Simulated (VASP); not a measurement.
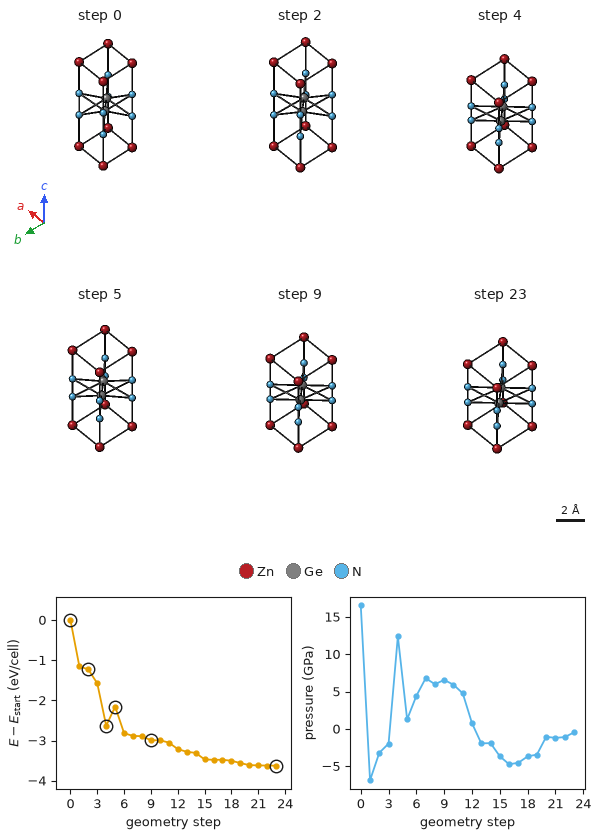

Frames of a relaxation of solid ZnGe$_{2}$N$_{2}$ (a generated structure, set up in P6/mmm), marked on the history of the run. A ball-and-stick model of the cell of the calculation, seen from a free direction.

The run lets cell and atoms move.

These are results of Kohn-Sham DFT of a periodic cell, PBE, VASP PAW PBE potentials, recommended (VASP 6.6.1), not measurements.

The input:
```
SYSTEM = ZnGe2N2
PREC = Normal
ENCUT = 520
EDIFF = 1E-4
ISMEAR = 0
SIGMA = 0.15
LREAL = .False.
LASPH = .True.
NELM = 60
ALGO = Fast
ISIF = 3
LWAVE = .False.
LCHARG = .False.
GGA = PE
IBRION = 2
NSW = 24
EDIFFG = -0.08
KPAR = 2
```

Launched with:
```bash
cat potpaw_PBE.64/Zn/POTCAR potpaw_PBE.64/Ge_d/POTCAR potpaw_PBE.64/N/POTCAR > POTCAR
mpirun -np 2 vasp_std > vasp.out
```

Question: Describe the path.

Answer: The relaxation stopped without meeting its thresholds, so the last structure isn't shown to be converged. Over 23 geometry steps the energy falls by 3.626 eV per cell of the calculation. Largest force component: 0.22 eV/Å at the start, 0.31 eV/Å at the end. Pressure: 16.52 GPa at the start and −0.47 GPa at the end. The largest moves relative to the cell, 0.008 Å, are those of N atoms. Ge and Zn stay in place. Cell: a = b 3.846 → 4.664 Å (+21.3 %), c 6.695 → 4.836 Å (−27.8 %). Volume +6.3 %. Near-neighbour distances that change, for instance: N–Zn 2.487 → 1.804 Å, N–N 1.722 → 1.228 Å, Ge–Ge 2.220 → 2.693 Å, Ge–N 2.381 → 2.762 Å. New bonds form: N–N (1.72 → 1.23 Å). The space group stays P6/mmm (No. 191). It ran on 2 threads of Intel(R) Xeon(R) Platinum 8488C (Sapphire Rapids), with other jobs on the host. From step 0 to 2: volume +20.3 %, energy −1.229 eV per cell of the calculation. From step 2 to 4: N atoms move most (0.10 Å), volume −14.2 %, energy −1.402 eV per cell of the calculation. From step 4 to 5: N atoms move most (0.07 Å), volume +8.6 %, energy +0.475 eV per cell of the calculation. From step 5 to 9: N atoms move most (0.05 Å), volume −4.0 %, energy −0.839 eV per cell of the calculation. From step 9 to 23: N atoms move most (0.08 Å), volume −1.3 %, energy −0.631 eV per cell of the calculation.
